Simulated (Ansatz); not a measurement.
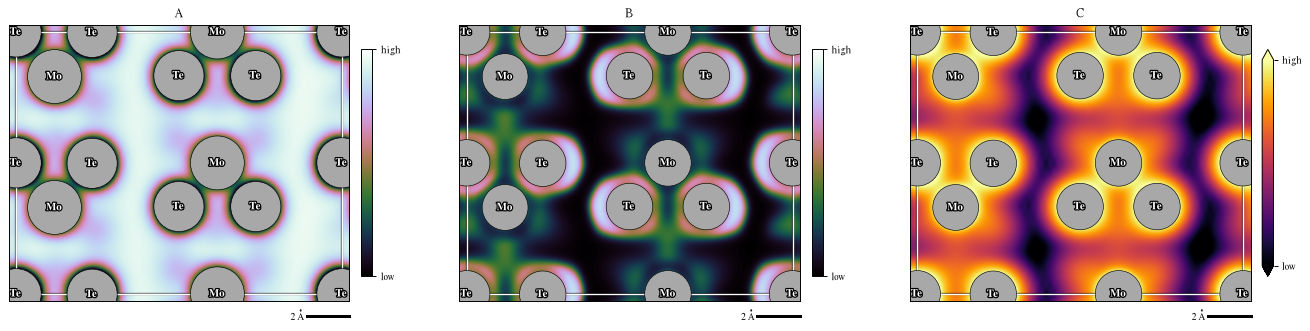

Te15Mo8 (cell with a defect): 3 fields on the (110) plane of the calculation cell, with unlabelled colour scales. Grey discs cover the atomic cores.

The program warned that a starting moment wasn't kept; spin-polarised, but the moments vanished.

Computed with DFT PBE, scalar-relativistic, plane waves, PAW (Ansatz 0.2.0).

```xyz
23
Lattice="-7.1133 0.0000 0.0000 3.5567 -6.1603 0.0000 0.0000 0.0000 15.3316" Properties=species:S:1:pos:R:3 pbc="T T T"
Te    0.0015   -4.0963    9.6942
Te   -5.3325   -1.0132    9.6948
Te   -3.5514   -4.0964    9.6943
Te    0.0018   -2.0495    2.0239
Te    1.7795   -5.1285    2.0241
Te   -3.5562   -2.0495    2.0239
Te   -1.7772   -5.1293    2.0252
Te    0.0003   -2.0486    5.6411
Te    1.7795   -5.1303    5.6410
Te   -3.5547   -2.0486    5.6410
Te   -1.7772   -5.1293    5.6428
Te   -1.7756   -1.0145   13.3503
Te    0.0397   -4.0741   13.2707
Te   -5.3323   -1.0576   13.2710
Te   -3.5892   -4.0738   13.2707
Mo   -1.7772   -1.0224    3.8309
Mo    0.0011   -4.1025    3.8335
Mo   -5.3339   -1.0224    3.8335
Mo   -3.5555   -4.1025    3.8335
Mo   -0.0753   -1.9972   11.5015
Mo    1.7820   -5.2111   11.5013
Mo   -3.4765   -1.9970   11.5013
Mo   -1.7749   -5.1224   11.4904
```

> Match the panels to the quantities (electron localisation function, electrostatic potential energy of an electron and valence pseudo-density).

Panel A: electrostatic potential energy of an electron (low next to the atoms, rising into the space between them). Panel B: electron localisation function. Panel C: valence pseudo-density. From the grid: Te–Mo (2.77 Å): ρ is about 0.42 e/Å³ halfway; the ELF peaks at about 0.65 in the valence shell of Te, 1.2 Å from its nucleus, and is about 0.55 at the midpoint.
